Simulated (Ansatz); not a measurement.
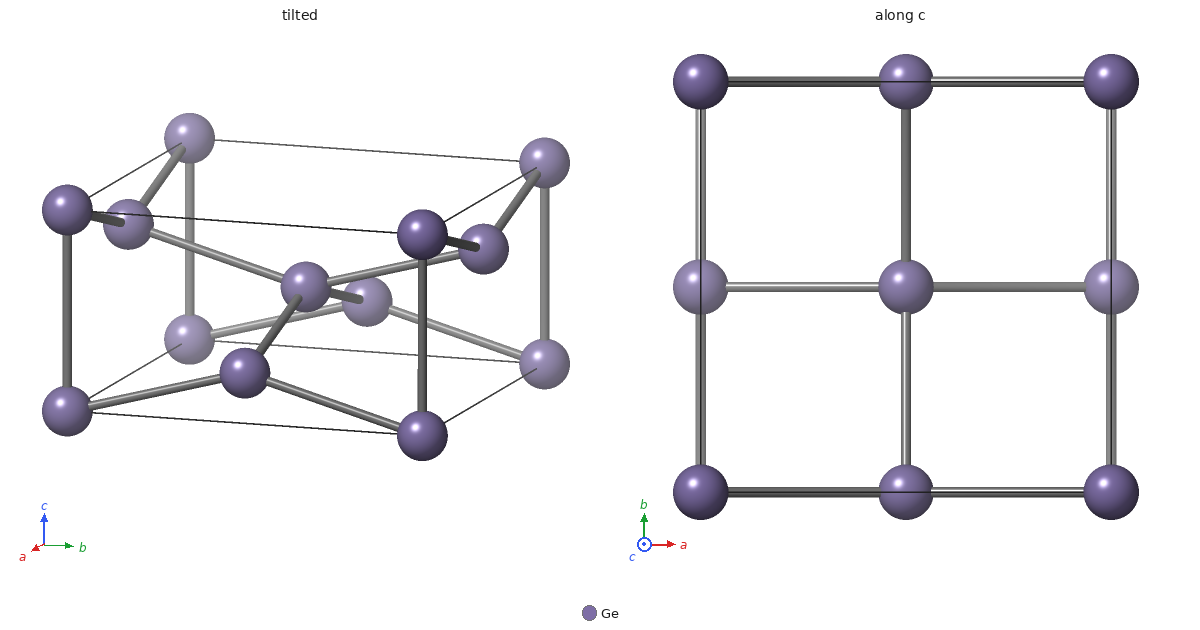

The image is a ball-and-stick drawing of a crystal, viewed slightly off an axis and along the c axis. The parallelepiped is the conventional unit cell.

Ge, β-tin type, space group I4_1/amd (No. 141), a = 5.207 Å, b = 5.207 Å, c = 2.846 Å, α = 90.00°, β = 90.00°, γ = 90.00°. The structure was taken from a structure listed in the Materials Project. Earlier steps of the study may have refined or changed the cell and positions. Ansatz was used for an electronic-structure calculation on it.

This one geometry was computed with Ansatz (DFT, plane waves, PAW) at four levels of theory: PBE, PBE with spin-orbit coupling, r2SCAN and PBEsol.

Q: Which level gives the highest pressure at this volume, and what does that say about its equilibrium volume?

A: Highest: PBE (0.0 GPa) and PBE with spin-orbit coupling (0.0 GPa), which points to the largest equilibrium volume. Lowest, with the smallest volume: PBEsol (-3.6 GPa). Levels within 0.5 GPa of each other can't be told apart.

Q: How does the band gap change with the level of theory?

A: All levels give a metal.

Q: Collect the results in a table.

A:
| level | cutoff (eV) | k-mesh of the run's cell | gap (eV) | pressure (GPa) |
| --- | --- | --- | --- | --- |
| PBE | 420 | 16×16×16 | metal | 0.0 |
| PBE with spin-orbit coupling | 420 | 16×16×16 | metal | 0.0 |
| r2SCAN | 500 | 16×16×16 | metal | -2.4 |
| PBEsol | 420 | 16×16×16 | metal | -3.6 |

Gaps are taken on the k-mesh or band path of each run.
